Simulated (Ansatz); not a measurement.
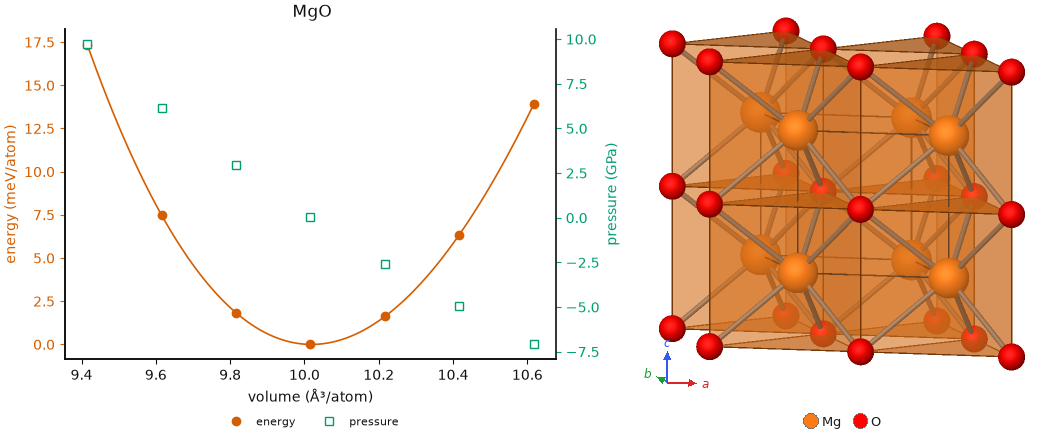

Plotted: energy and pressure against volume for MgO, space group P-6m2 (No. 187). The conventional cell is drawn beside the plot.

Starting cell:
```cif
data_structure
_symmetry_space_group_name_H-M 'P 1'
_symmetry_Int_Tables_number 1
_cell_length_a 2.9380
_cell_length_b 2.9380
_cell_length_c 2.6797
_cell_angle_alpha 90.000
_cell_angle_beta 90.000
_cell_angle_gamma 120.000
_cell_volume 20.03
loop_
_atom_site_label
_atom_site_type_symbol
_atom_site_fract_x
_atom_site_fract_y
_atom_site_fract_z
_atom_site_occupancy
Mg1 Mg 0.00000 0.00000 0.00000 1
O1 O 0.33333 0.66667 0.50000 1
```

How it was computed, with Ansatz 0.2.0: all-electron LAPW DFT, no spin polarisation; energies at scaled volumes of the given cell, shape and fractions fixed, counted from the fit's minimum, third-order Birch-Murnaghan fit. Level: PBE.

```json
{"setting": "k mesh", "value": "10×10×10"}
{"setting": "occupations", "value": "Fermi–Dirac"}
{"setting": "smearing width", "value": "0.05 eV"}
{"setting": "potentials", "value": "all electron LAPW, scalar relativistic"}
{"setting": "program settings", "value": "basis error eV/atom 0.0005"}
```

Give the fitted equation-of-state parameters.

A third-order Birch–Murnaghan fit gives V0 = 10.02 Å³/atom, B0 = 138 GPa and B′ = 4.1.

What does the pressure do across the range?

It falls from 9.72 GPa at volume 9.41 Å³/atom to −7.09 GPa at 10.62 Å³/atom, and changes sign near 10.02 Å³/atom.

Caveats: shape and atomic fractions are frozen while scaling, which makes layered, chain and framework solids too stiff.
